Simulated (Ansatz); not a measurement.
# Calculations on TiC

**1. Vibrations**

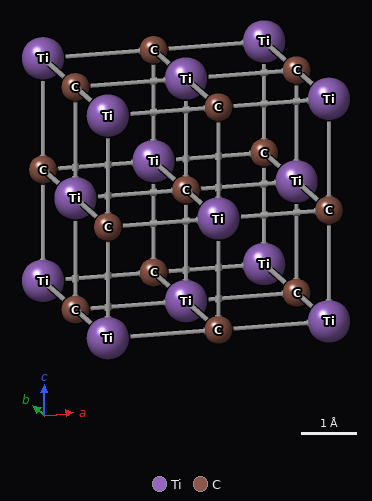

Lattice vibrations of crystalline TiC at 0.98 times its rest volume, at the zone centre. A ball-and-stick model of the conventional cell (4 times the calculation's cell), seen slightly off an axis. Lengths and directions refer to the drawn axes.

Theory: Ansatz 0.2.0, DFT LDA, scalar-relativistic, plane waves, PAW. Set-up: plane-wave cutoff 420 eV; k-point mesh 16 × 16 × 16; occupations fermi dirac; smearing width 0.15 eV; no spin polarisation.

The frequencies depend somewhat on the k-mesh and the smearing.

### List the optical modes.

The calculation's cell holds 2 atoms, so there are 3 optical modes, in 1 level. The optical modes span T₁u. No level is unstable.

```tsv
level	symmetry	frequency (cm⁻¹)	activity
1	T₁u	573	infrared-active
```

The crystal is a metal, so free carriers screen the infrared response.

The displacement patterns (one member of each degenerate set):

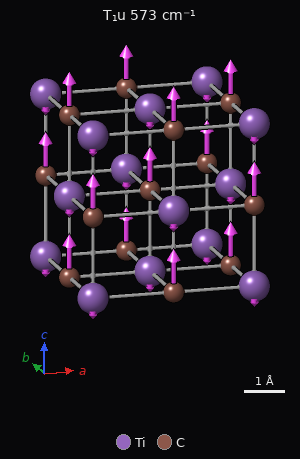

**2. Vibrations**

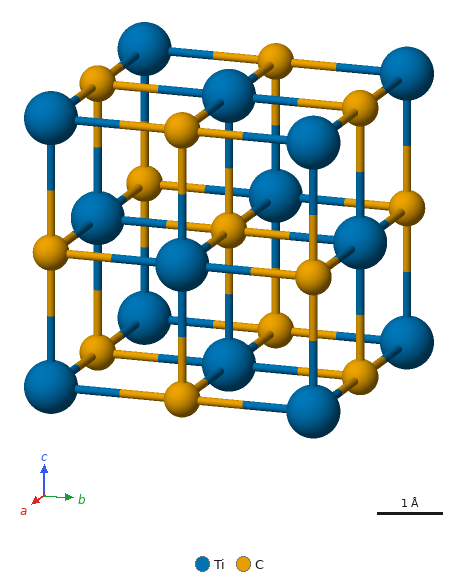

Phonons of crystalline TiC at 1.02 times its rest volume, space group Fm-3m (No. 225), at the zone centre. A ball-and-stick model of the conventional cell (4 times the calculation's cell), seen slightly off an axis. Lengths and directions refer to the drawn axes.

These are results of DFT LDA, scalar-relativistic, plane waves, PAW in Ansatz, not measurements.

Input
```yaml
crystal:
  lattice:
    - [0.0, 2.1447067219, 2.1447067219]
    - [2.1447067219, 0.0, 2.1447067219]
    - [2.1447067219, 2.1447067219, 0.0]
  atoms:
    - { symbol: Ti, position: [0.0, 0.0, 0.0] }
    - { symbol: C, position: [0.5, 0.5, 0.5] }
basis:
  ecutwfc: 420
kpoints:
  mp_grid: { grid: [16, 16, 16] }
hamiltonian:
  xc: lda
scf:
  occupations: { method: fermi_dirac, width: 0.15 }
output:
  eigenvalues: true
phonons:
  method: dfpt
  eigenvectors: true
```

Command:
```bash
ansatz run input.yaml --threads 1 --pin off --max-ram 3072MiB --backend cpu --events-out ev --progress --plain --runs-dir out
```

The frequencies depend somewhat on the k-mesh and the smearing.

Question: Give the spectrum at this point.

Answer: The calculation's cell holds 2 atoms, so there are 3 optical modes, in 1 level. The optical modes span T₁u. No level is unstable.

```json
{"level": "1", "symmetry": "T₁u", "frequency (cm⁻¹)": "533", "activity": "infrared-active"}
```

The crystal is a metal, so free carriers screen the infrared response.

The displacement patterns (one member of each degenerate set):

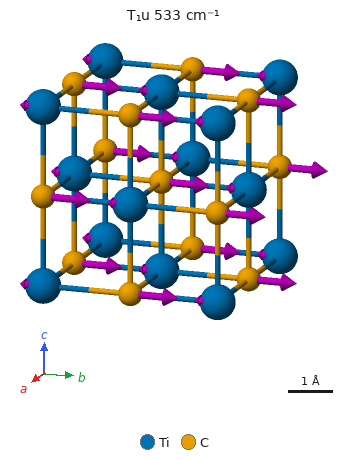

**3. One mode**

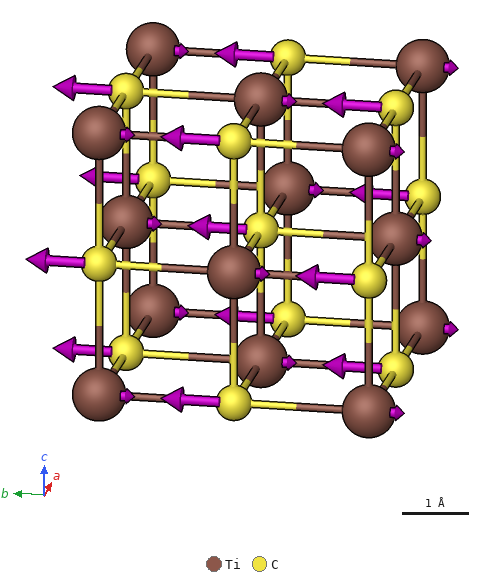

One vibrational mode of crystalline TiC relaxed at 15 GPa at the zone centre. Displacements are drawn as purple arrows; their common scale and sign are arbitrary. Style: ball-and-stick. Shown: the conventional cell (4 times the calculation's cell), from a free direction. Lengths and directions refer to the drawn axes.

The calculation used Ansatz 0.2.0, DFT LDA, scalar-relativistic, plane waves, PAW. Set-up: plane-wave cutoff 420 eV; k-point mesh 18 × 18 × 18; occupations fermi dirac; smearing width 0.15 eV; target pressure 15 GPa; no spin polarisation.

The frequencies depend somewhat on the k-mesh and the smearing.

Give the symmetry, activity and frequency of this mode.

This is the T₁u mode (triply degenerate; one member of the set is drawn) at 601 cm⁻¹, the only optical level, infrared-active by symmetry. The C sublattice moves against the Ti sublattice, along b; it stretches the shortest C–Ti bonds (2.10 Å); the kinetic energy is shared as C 80 %, Ti 20 %. The crystal is a metal, so free carriers screen the infrared response.

**4. One mode**

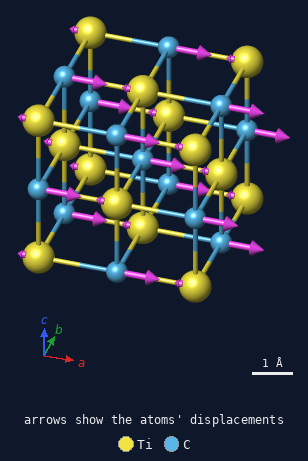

One vibrational mode of a crystal of TiC relaxed at 8 GPa at the zone centre. The pink arrows give the relative displacements of the atoms. Style: ball-and-stick. Shown: the conventional cell (4 times the calculation's cell), from a free direction. Lengths and directions refer to the drawn axes.

Method: DFT LDA, scalar-relativistic, plane waves, PAW (Ansatz). Set-up: plane-wave cutoff 420 eV; k-point mesh 18 × 18 × 18; occupations fermi dirac; smearing width 0.15 eV; target pressure 8 GPa; no spin polarisation.

The frequencies depend somewhat on the k-mesh and the smearing.

**What mode is this, and where does it lie in the spectrum?**

This is the T₁u mode (triply degenerate; one member of the set is drawn) at 579 cm⁻¹, the only optical level, infrared-active by symmetry. The C sublattice moves against the Ti sublattice, along a; it stretches the shortest C–Ti bonds (2.11 Å); the kinetic energy is shared as C 80 %, Ti 20 %. The crystal is a metal, so free carriers screen the infrared response.

**5. Softest mode**

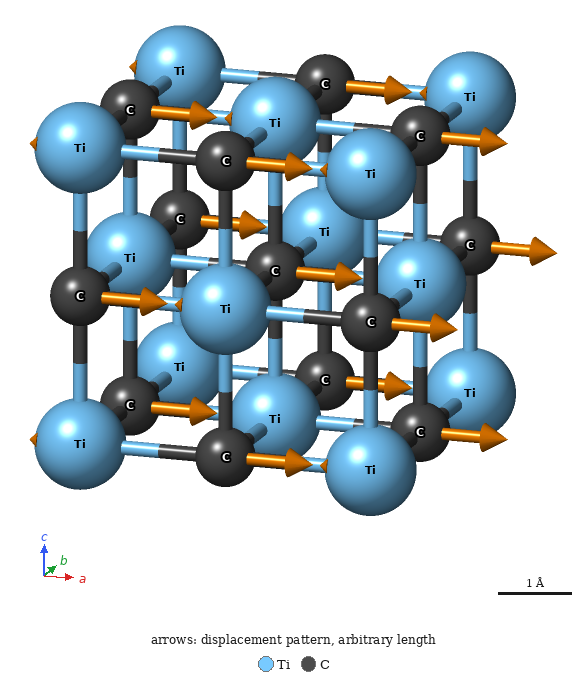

The lowest optical mode of solid TiC relaxed at 3 GPa, space group Fm-3m (No. 225), at the zone centre. The orange arrows are the displacements of the atoms (eigenvector over the root of the mass), of arbitrary overall length and sign. The picture is a ball-and-stick view of the conventional cell (4 times the calculation's cell), seen slightly off an axis. Lengths and directions refer to the drawn axes.

Theory: DFT LDA, scalar-relativistic, plane waves, PAW in Ansatz. (plane-wave cutoff 420 eV; k-point mesh 18 × 18 × 18; occupations fermi dirac; smearing width 0.15 eV; target pressure 3 GPa; no spin polarisation)

The frequencies depend somewhat on the k-mesh and the smearing.

Is this crystal at a minimum with respect to the drawn distortion?

Yes: this softest mode has a real frequency, and so have all others here. That speaks for this wave vector alone: the rest of the zone wasn't checked in this run. This is the T₁u mode (triply degenerate; one member of the set is drawn) at 16.9 THz, the only optical level, infrared-active by symmetry. The C sublattice moves against the Ti sublattice, along a; it stretches the shortest C–Ti bonds (2.12 Å); the kinetic energy is shared as C 80 %, Ti 20 %. The crystal is a metal, so free carriers screen the infrared response.
